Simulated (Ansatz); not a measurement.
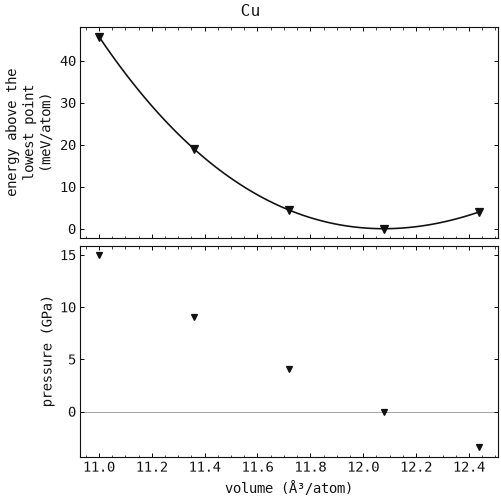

The picture above shows the energy above the lowest point and pressure against volume for Cu, space group Fm-3m (No. 225) (one of a set of cubic test structures, which need not be the stable phase).

Calculation (Ansatz 0.2.0 development build): equation of state of a cubic crystal from periodic Kohn-Sham density functional theory without spin, third-order Birch-Murnaghan fit to the free energies; pressure corrected for the finite basis. Level: HSE06.

structure type fcc; atoms in cell 1; space group number 225; lattice centring face-centred primitive; k mesh 6×6×6; occupation method Fermi–Dirac; occupation width 0.1 eV; wave cutoff 700 eV; datasets hard PAW; density tolerance 0 eV; bands 14; density cutoff ratio 4; search for lower states default; exchange singularity regularized.

Tabulate the plotted points.

| volume (Å³/atom) | energy above the lowest point (meV/atom) | pressure (GPa) |
| --- | --- | --- |
| 11.00 | 45.6 | 14.9 |
| 11.36 | 19.0 | 9.0 |
| 11.72 | 4.5 | 4.1 |
| 12.08 | 0.0 | 0.0 |
| 12.44 | 4.0 | −3.4 |

Keep in mind: coarse k-mesh, values are not converged in k; pseudopotentials made with PBE, not this functional.
